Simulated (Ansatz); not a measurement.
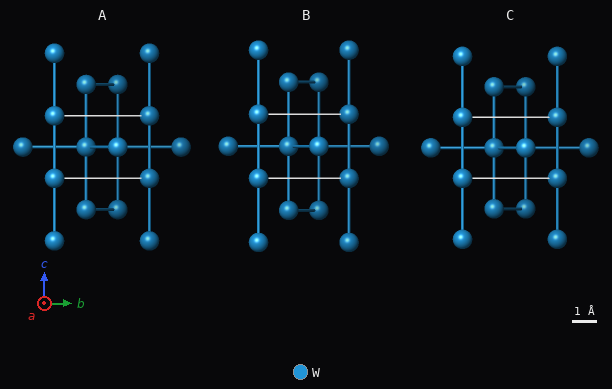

3 geometries from one relaxation of solid W (a generated structure, set up in P6/mmm), in shuffled order. Style: ball-and-stick. Shown: the cell of the calculation, along the a axis.

Phase: omega (AlB2-type).

Level of theory: Ansatz, DFT, PBE, plane waves (420 eV) with PAW, scalar-relativistic. (plane-wave cutoff 420 eV; k-point mesh 8 × 8 × 11; occupations fermi dirac; smearing width 0.1 eV; no spin polarisation; cell and atoms relaxed; force threshold 0.01 eV/Å; at most 60 steps)

> Put them in the order of the run, from the start to the converged end.

B, A, C. They are steps 0, 1, 5, at +162 meV per atom, +21.7 meV per atom relative to the last. The atoms keep their places relative to the cell (all moves are under 0.005 Å). Cell: a = b 4.474 → 4.687 Å (+4.8 %), c 2.743 → 2.610 Å (−4.8 %). Volume +4.4 %. Some distances before and after: W–W 2.743 → 2.610 Å, W–W 2.583 → 2.706 Å, W–W 2.924 → 3.004 Å. The space group stays P6/mmm (No. 191). The energy falls by 162 meV per atom in 4 accepted moves (5 points after the start). All forces vanish by symmetry, so only the cell relaxes. Pressure: 13.39 GPa at the start and −0.01 GPa at the end. At 1 point the geometry stayed and the basis and grid were re-selected for the new cell (energy shift of 0.3 meV per atom at most each time).
